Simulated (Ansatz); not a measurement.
# Single-point calculation, with input and output: Ge109Sn19 (part 2 of 2)

The same run, continued: Ge109Sn19 (128 atoms in the cell); DFT, PBE, PAW, plane waves (Ansatz 0.2.0); cutoff 420 eV, 1×1×1 k-mesh, Fermi–Dirac smearing of 0.01 eV. The structure was built on a prototype by a generator.

## Output, continued
```
--- Forces (eV/Å), atoms counted from 1 ---
  atom   1  Ge     0.03583014     0.07859166    -0.05151930
  atom   2  Ge     0.01680348     0.02204420    -0.03361159
  atom   3  Ge     0.04666548    -0.02787929     0.05972853
  atom   4  Ge    -0.01894828     0.13416416     0.02918809
  atom   5  Ge    -0.11211330    -0.03682578    -0.11573383
  atom   6  Ge     0.05009260     0.07466141     0.10931587
  atom   7  Ge    -0.08293176    -0.03313715    -0.02046061
  atom   8  Ge    -0.18990653    -0.04395408    -0.04692128
  atom   9  Ge     0.04083196     0.04922674     0.02350211
  atom  10  Ge     0.02488564     0.07526438     0.05626047
  atom  11  Ge    -0.03608997     0.07071513     0.11228849
  atom  12  Ge    -0.13827981    -0.17024746    -0.07409084
  atom  13  Ge     0.03651754     0.09407227     0.08097270
  atom  14  Ge     0.05343654    -0.01206481     0.02767685
  atom  15  Ge    -0.06271829     0.04373364    -0.04063641
  atom  16  Ge    -0.06502692    -0.05976899     0.04816699
  atom  17  Ge    -0.03803653    -0.07144473    -0.00093110
  atom  18  Ge    -0.00876039     0.04591952    -0.01131876
  atom  19  Ge     0.04473941     0.01124515     0.06708228
  atom  20  Ge     0.05764038    -0.07907937     0.01613718
  atom  21  Ge     0.00557065     0.08421877     0.00683275
  atom  22  Ge    -0.02510734    -0.06561806    -0.02524430
  atom  23  Ge     0.10659725    -0.03163418    -0.06713122
  atom  24  Ge    -0.00249784     0.00937727    -0.04888147
  atom  25  Ge    -0.09217715    -0.12002913     0.01335628
  atom  26  Ge    -0.01597770    -0.05272444    -0.04955542
  atom  27  Ge    -0.09707940    -0.05436836    -0.12838831
  atom  28  Ge    -0.06291758     0.09765834     0.03877120
  atom  29  Ge    -0.02113826     0.05404174    -0.00728852
  atom  30  Ge     0.11031412     0.09143171     0.00452050
  atom  31  Ge     0.11260444    -0.05407362     0.06925624
  atom  32  Ge     0.01458056     0.16429509     0.04886887
  atom  33  Ge    -0.14529685     0.01222044    -0.00783192
  atom  34  Ge     0.01883526    -0.03888090    -0.01861647
  atom  35  Ge    -0.00515555     0.04402229    -0.04511900
  atom  36  Ge    -0.03968293     0.01665063    -0.00679120
  atom  37  Ge    -0.01899554    -0.08147764     0.05248051
  atom  38  Ge    -0.05945101     0.05253412     0.04006796
  atom  39  Ge    -0.05556049    -0.09531288     0.09924058
  atom  40  Ge    -0.03529188    -0.01744462     0.07419633
  atom  41  Ge     0.03140122    -0.14655622     0.00274345
  atom  42  Ge     0.10643005    -0.01178847     0.03642221
  atom  43  Ge    -0.06277398    -0.07668856    -0.06064057
  atom  44  Ge     0.14791340     0.00730399     0.00056160
  atom  45  Ge     0.08715793    -0.02816189    -0.00053670
  atom  46  Ge    -0.05238478    -0.03037872    -0.06913706
  atom  47  Ge     0.00970606    -0.04741009     0.01888474
  atom  48  Ge     0.01753566    -0.07218674     0.08264654
  atom  49  Ge    -0.09342128     0.04957635    -0.17338911
  atom  50  Ge     0.08071590    -0.08969589     0.02534934
  atom  51  Ge    -0.04940544    -0.01982583    -0.08308605
  atom  52  Ge     0.08772847     0.00457057     0.08894387
  atom  53  Ge    -0.06503946    -0.07648211    -0.13021658
  atom  54  Ge    -0.03001960     0.11471350     0.04589159
  atom  55  Ge    -0.05941861     0.14207937    -0.02268216
  atom  56  Ge     0.02604971     0.10810676    -0.01553407
  atom  57  Ge     0.05519672     0.07611590    -0.17136163
  atom  58  Ge     0.06821554     0.08071116     0.11692241
  atom  59  Ge    -0.03452334    -0.04442369    -0.08489052
  atom  60  Ge    -0.12415282     0.05335332     0.09584818
  atom  61  Ge    -0.00424230     0.03620820    -0.03435975
  atom  62  Ge     0.04827140     0.03106292     0.04827892
  atom  63  Ge    -0.17405168    -0.01023836     0.03438070
  atom  64  Ge    -0.08503516    -0.01942622    -0.11303510
  atom  65  Ge     0.02464955     0.01933297     0.13644180
  atom  66  Ge    -0.00823366     0.06070236    -0.03203408
  atom  67  Ge     0.03794996    -0.03890952     0.05311282
  atom  68  Ge     0.03494155    -0.07186036    -0.07359410
  atom  69  Ge     0.03220649    -0.00219789    -0.01588857
  atom  70  Ge     0.02997553    -0.01940680     0.11171809
  atom  71  Ge    -0.00141187    -0.05048315     0.02298599
  atom  72  Ge     0.06206792    -0.03039140     0.02990536
  atom  73  Ge     0.03837908     0.02802381     0.02622193
  atom  74  Ge     0.25252601    -0.01448161     0.00138892
  atom  75  Ge     0.00299670    -0.09242299    -0.03796164
  atom  76  Ge    -0.11565260    -0.03687341    -0.02098606
  atom  77  Ge    -0.00250298    -0.04048101     0.01721220
  atom  78  Ge    -0.04334736     0.00313805    -0.14845591
  atom  79  Ge     0.02234959    -0.12698421    -0.02442116
  atom  80  Ge     0.08010297     0.18703293     0.00499454
  atom  81  Ge    -0.09013828     0.05117682    -0.00741180
  atom  82  Ge     0.03096167     0.06196981    -0.02315935
  atom  83  Ge     0.03911090     0.02286783     0.05920808
  atom  84  Ge    -0.05498518     0.09947632     0.00775986
  atom  85  Ge    -0.07573281     0.03420140     0.03167328
  atom  86  Ge    -0.06765222    -0.05547404    -0.06114868
  atom  87  Ge    -0.07047372    -0.05481914    -0.13904357
  atom  88  Ge     0.05935971     0.04590822    -0.02635940
  atom  89  Ge    -0.06939884    -0.01342350     0.00238826
  atom  90  Ge    -0.05759084    -0.03964924    -0.00273489
  atom  91  Ge     0.02539937     0.06075449    -0.01821106
  atom  92  Ge    -0.00504091     0.01073168     0.10567379
  atom  93  Ge     0.04754325     0.03694061    -0.03062630
  atom  94  Ge    -0.02892455     0.00334183     0.08209353
  atom  95  Ge    -0.08678440     0.04787679     0.04540371
  atom  96  Ge     0.01527643    -0.14239644    -0.06873764
  atom  97  Ge    -0.04334641    -0.08615261    -0.03352944
  atom  98  Ge    -0.02857446    -0.11450507    -0.07725517
  atom  99  Ge    -0.02495171    -0.10985238    -0.10988282
  atom 100  Ge     0.09527822     0.00166813     0.09624356
  atom 101  Ge    -0.03553571    -0.00589697     0.00161798
  atom 102  Ge     0.03705913    -0.02340434     0.04694253
  atom 103  Ge     0.02659612     0.08137923     0.09701389
  atom 104  Ge     0.11754106     0.04998027     0.17850343
  atom 105  Ge     0.00265799    -0.05064769    -0.04535308
  atom 106  Ge    -0.01422439    -0.07579950    -0.03255050
  atom 107  Ge     0.05432167    -0.10847159    -0.03979641
  atom 108  Ge     0.00539704    -0.01782085    -0.00278523
  atom 109  Ge     0.08881370     0.13075554     0.07762233
  atom 110  Sn     0.04125220     0.04621025    -0.03462619
  atom 111  Sn    -0.11025644     0.10408506     0.05562776
  atom 112  Sn     0.06893674     0.08838531     0.03775774
  atom 113  Sn    -0.01447973    -0.00695441     0.03453630
  atom 114  Sn     0.04711706    -0.10639171    -0.10016038
  atom 115  Sn     0.12293080     0.06622908    -0.02708134
  atom 116  Sn     0.05701618     0.12828400     0.07683842
  atom 117  Sn    -0.18126048    -0.08135655    -0.07752851
  atom 118  Sn     0.05845767     0.05906303     0.03721322
  atom 119  Sn    -0.01943266    -0.08201710     0.01912867
  atom 120  Sn     0.07651524     0.02364104    -0.00470544
  atom 121  Sn     0.13694091     0.01190110    -0.01123718
  atom 122  Sn     0.01476850     0.00962317    -0.04291921
  atom 123  Sn    -0.02565323    -0.03248065     0.09101347
  atom 124  Sn     0.02424288    -0.02972680     0.01282181
  atom 125  Sn     0.10784485     0.04571482    -0.00346879
  atom 126  Sn     0.03054586     0.04164003    -0.09811408
  atom 127  Sn     0.01364768    -0.07564452     0.01738905
  atom 128  Sn    -0.06676786    -0.03534229    -0.06250175
  max |Σ_I F_I| component: 2.61e-5 eV/Å
--- Band table (eV) ---
  k-point 0: bands = ["-16.4730", "-16.4653", "-16.4581", "-16.4549", "-16.4535", "-16.4504", "-16.4485", "-16.4465", "-16.4440", "-16.4434", ... 866 levels left out ..., "7.2355", "7.4586", "7.4754", "7.5020", "7.5216", "7.5569", "7.5661", "7.5710", "7.5949", "7.6028", "7.6159", "7.6334", "7.6590", "7.6853", "7.7336", "7.7495", "7.7941", "7.9741", "8.3427", "8.4098", "8.4203", "8.4285", "8.4326", "8.4459", "8.5124", "8.7621", "8.8028", "8.8394", "8.8493",
      "8.8795", "8.9280", "8.9829", "9.0235", "9.1219", "9.1343", "9.1486", "9.1638", "9.1948", "9.2066", "9.3786", "9.3930", "9.4073", "9.4171", "9.4269", "9.4780", "9.5927", "9.6149", "9.6244", "9.6553", "9.6639", "9.6749", "9.6872", "9.7001", "9.7136", "9.7233", "9.7364", "9.7520", "9.7669", "9.7690", "9.7788", "9.7971", "9.8078", "9.8186", "9.8424", "9.8462", "9.8887", "9.9015", "9.9329", "9.9601",
      "10.1300", "10.1689", "10.2099", "10.2162", "10.2348", "10.2621", "10.2828", "10.3116", "10.3356", "10.3683", "10.3771", "10.4020", "10.8671", "10.8876", "10.8890", "10.9172", "10.9459", "10.9548", "10.9671", "10.9901", "11.0003", "11.7732", "11.7816", "11.8009", "11.8156", "11.8253", "11.8358", "11.8502", "11.8552", "11.8677", "11.8802", "11.8825", "11.8976", "11.9174", "11.9257", "11.9463", "11.9665", "11.9745", "11.9790", "12.0125",
      "12.0210", "12.0343", "12.0412", "12.0517", "12.0657", "12.1935", "12.2162", "12.2289", "12.2397", "12.2528", "12.2596", "12.2762", "12.2796", "12.2881", "12.2932", "12.3234", "12.3411", "12.3491", "12.3574", "12.3745", "12.3865", "12.3876", "12.4038", "12.4219", "12.4291", "12.4332", "12.4362", "12.4390", "12.4543", "12.4735", "12.4803", "12.4861", "12.5027", "12.5214", "12.5250", "12.5375", "12.5570", "12.5663", "12.5806", "12.5974",
      "12.6085", "12.8436", "12.8574", "12.8663", "12.8780", "12.8860", "12.9106", "12.9200", "12.9363", "12.9423", "12.9499", "12.9660", "12.9827", "12.9876", "12.9971", "13.0046", "13.0128", "13.0254", "13.0286", "13.0399", "13.0602", "13.0671", "13.0731", "13.0862", "13.0991", "13.1335", "13.1509", "13.1655", "13.1877", "13.2242", "13.2323", "13.2518", "13.2658", "13.2763", "13.2953", "13.3089", "13.3178", "13.3236", "13.3417", "13.3431",
      "13.3588", "13.3773", "13.4024", "13.4124", "13.4151", "13.4356", "13.4462", "13.4599", "13.4739", "13.4822", "13.4907"]
--- Löwdin populations: 128 sites ---
  site symbol       q [e]
     0     Ge     14.0499
     1     Ge     14.1301
     2     Ge     14.0564
     3     Ge     14.0429
     4     Ge     13.9791
     5     Ge     14.0521
     6     Ge     13.9806
     7     Ge     13.9775
     8     Ge     13.9784
     9     Ge     13.9720
    10     Ge     14.0477
    11     Ge     14.0479
    12     Ge     13.9729
    13     Ge     13.9670
    14     Ge     14.0460
    15     Ge     14.0451
    16     Ge     14.1249
    17     Ge     14.0553
    18     Ge     14.0598
    19     Ge     14.0484
    20     Ge     13.9818
    21     Ge     13.9796
    22     Ge     13.9694
    23     Ge     13.9810
    24     Ge     14.0567
    25     Ge     14.0403
    26     Ge     13.9715
    27     Ge     14.0529
    28     Ge     14.0470
    29     Ge     13.9737
    30     Ge     14.0496
    31     Ge     14.0507
    32     Ge     14.1154
    33     Ge     13.9803
    34     Ge     14.1323
    35     Ge     13.9694
    36     Ge     13.9837
    37     Ge     13.9774
    38     Ge     13.9730
    39     Ge     14.1306
    40     Ge     14.0444
    41     Ge     13.9754
    42     Ge     13.9739
    43     Ge     13.9788
    44     Ge     14.0572
    45     Ge     13.9797
    46     Ge     14.0384
    47     Ge     14.0441
    48     Ge     13.9747
    49     Ge     13.9753
    50     Ge     14.0539
    51     Ge     14.0577
    52     Ge     14.0692
    53     Ge     13.9744
    54     Ge     13.9811
    55     Ge     14.0490
    56     Ge     14.0557
    57     Ge     13.9740
    58     Ge     14.0650
    59     Ge     14.1274
    60     Ge     13.9921
    61     Ge     13.9835
    62     Ge     14.2054
    63     Ge     13.9893
    64     Ge     13.9885
    65     Ge     13.9880
    66     Ge     14.0459
    67     Ge     14.0570
    68     Ge     14.0508
    69     Ge     13.9857
    70     Ge     14.0428
    71     Ge     14.0403
    72     Ge     13.9900
    73     Ge     14.0546
    74     Ge     13.9727
    75     Ge     13.9788
    76     Ge     14.0488
    77     Ge     13.9829
    78     Ge     14.0480
    79     Ge     13.9796
    80     Ge     13.9861
    81     Ge     14.0537
    82     Ge     13.9808
    83     Ge     13.9722
    84     Ge     14.0427
    85     Ge     13.9865
    86     Ge     13.9700
    87     Ge     13.9667
    88     Ge     14.0393
    89     Ge     13.9832
    90     Ge     14.0539
    91     Ge     14.0484
    92     Ge     14.0518
    93     Ge     14.0437
    94     Ge     14.0360
    95     Ge     13.9773
    96     Ge     13.9732
    97     Ge     14.0613
    98     Ge     14.0549
    99     Ge     13.9801
   100     Ge     13.9744
   101     Ge     14.0466
   102     Ge     13.9869
   103     Ge     13.9754
   104     Ge     13.9878
   105     Ge     13.9782
   106     Ge     14.0517
   107     Ge     14.0429
   108     Ge     14.0499
   109     Sn     13.6913
   110     Sn     13.7734
   111     Sn     13.6992
   112     Sn     13.7734
   113     Sn     13.6981
   114     Sn     13.6851
   115     Sn     13.6973
   116     Sn     13.7692
   117     Sn     13.7710
   118     Sn     13.7068
   119     Sn     13.6917
   120     Sn     13.7638
   121     Sn     13.7112
   122     Sn     13.7631
   123     Sn     13.6902
   124     Sn     13.7709
   125     Sn     13.8465
   126     Sn     13.8480
   127     Sn     13.7859
  spilling = 0.001442 (of n_electrons = 1792.000000)
```

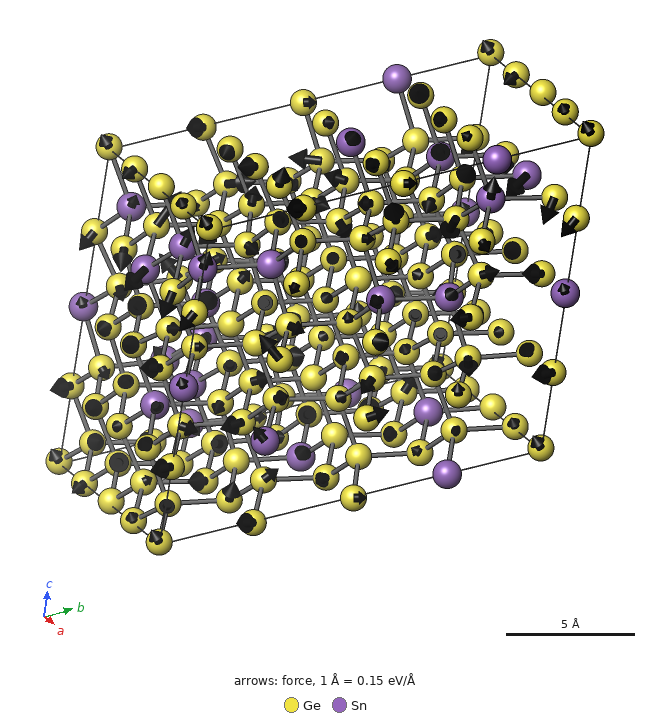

*Forces on the atoms as black arrows (ball-and-stick view of the cell of the calculation, seen slightly off an axis).*

The largest act on Ge74 (0.25 eV/Å); Ge12 (0.23 eV/Å); Ge104 (0.22 eV/Å); Sn117 (0.21 eV/Å), among others. Atoms are counted from 1 in the order of the input and aren't labelled in the picture. The geometry is not a stationary point of this energy.

## Key numbers

- outcome: converged
- space group (tolerance 0.01 Å): P1 (1)
- electrons treated: 1792
- free energy: −582592.8380 eV
- Fermi energy: 8.410 eV
- largest force (length of the vector): 0.253 eV/Å
- hardware: 1 × NVIDIA GB300 Max-Q, 32 threads of Arm Neoverse-V2, 180 GiB of memory available, shared host
- wall time: 10 s (CPU time 38 s)
- peak memory: 4.8 GiB
